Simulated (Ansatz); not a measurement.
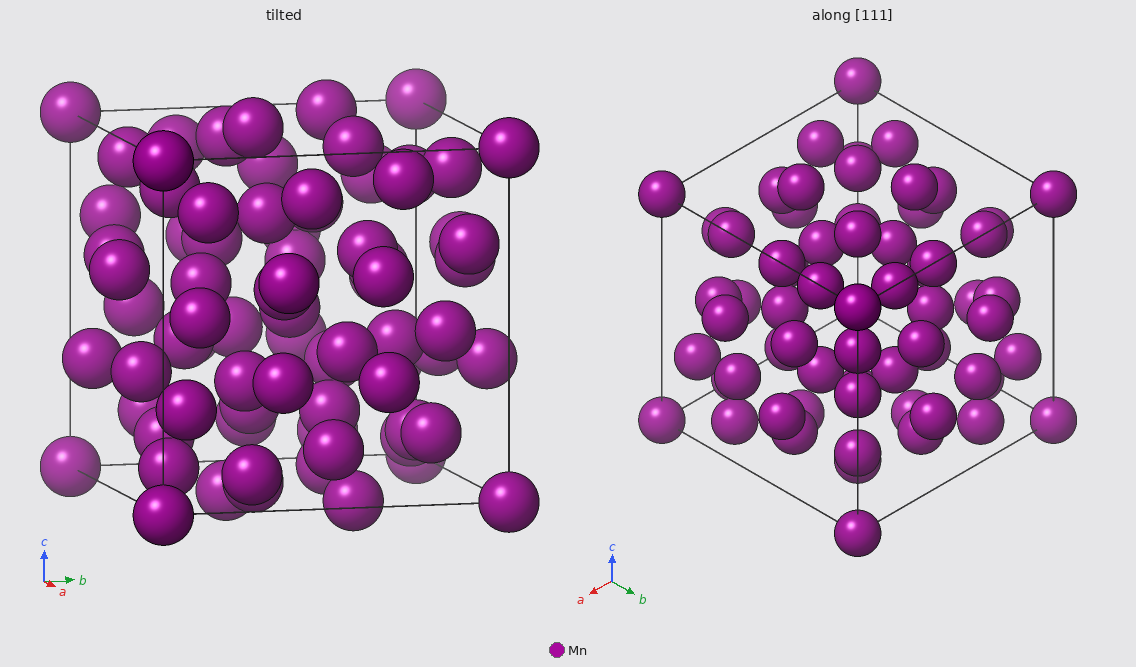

This spheres-only model is shown slightly off an axis and along [111]. The conventional unit cell is drawn as a box. Cell: a = 8.958 Å, b = 8.958 Å, c = 8.958 Å, α = 90.00°, β = 90.00°, γ = 90.00°.

Caption:

- The element is manganese.
- The structure has I-43m (No. 217) symmetry and a body-centred cubic lattice.
- The cell holds 58 atoms.

Origin of the cell: a structure type known for this element. The cell was then strained or its atoms displaced on purpose. It was set up as input for a calculation with Ansatz.
